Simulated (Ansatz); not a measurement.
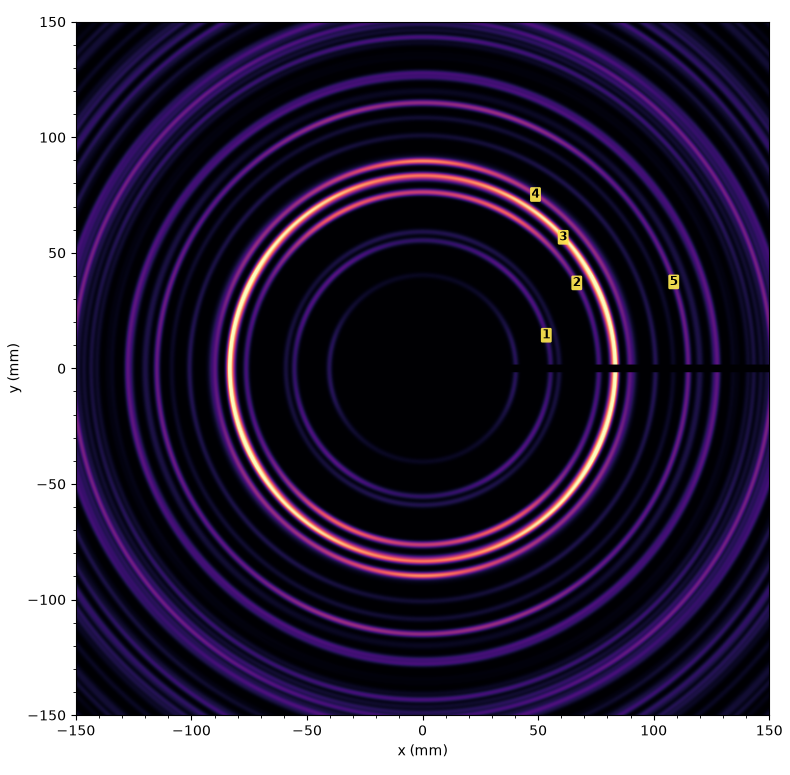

Simulated X-ray powder rings on a flat area detector normal to the beam: λ = 0.5594 Å, sample-to-detector distance 310 mm, axes in mm from the beam centre, for a sample with fibre texture (March–Dollase model, fibre axis vertical in the picture). Kinematic intensities with B = 0.8 Å² for all atoms, without absorption; brightness goes as intensity to the power 0.6, clipped at the top. Reflections closer than the ring width show as one ring.

The sample is Ru, space group Cmce, a = 4.329 Å, b = 8.650 Å, c = 4.648 Å, α = 90.00°, β = 90.00°, γ = 90.00°. Structure used: the geometry relaxed with DFT PBE, scalar-relativistic, plane waves, PAW (Ansatz); the starting structure was generated, so it need not be a known form of this composition.

Question: Give radius, d-spacing and indices of the numbered rings.

Answer:
```json
{"ring": "1", "radius": "55.4 mm", "2θ (°)": "10.14", "d (Å)": "3.17", "hkl": "021"}
{"ring": "2", "radius": "76.3 mm", "2θ (°)": "13.83", "d (Å)": "2.32", "hkl": "002"}
{"ring": "3", "radius": "83.2 mm", "2θ (°)": "15.02", "d (Å)": "2.16 + 2.13", "hkl": "200 + 131"}
{"ring": "4", "radius": "89.7 mm", "2θ (°)": "16.14", "d (Å)": "1.992", "hkl": "112"}
{"ring": "5", "radius": "114.9 mm", "2θ (°)": "20.34", "d (Å)": "1.584", "hkl": "202"}
```

Question: Which lattice planes lie preferentially normal to the fibre axis?

Answer: The (1 1 2) planes: ring 4 is concentrated at the top and bottom of the pattern (March parameter 0.45).
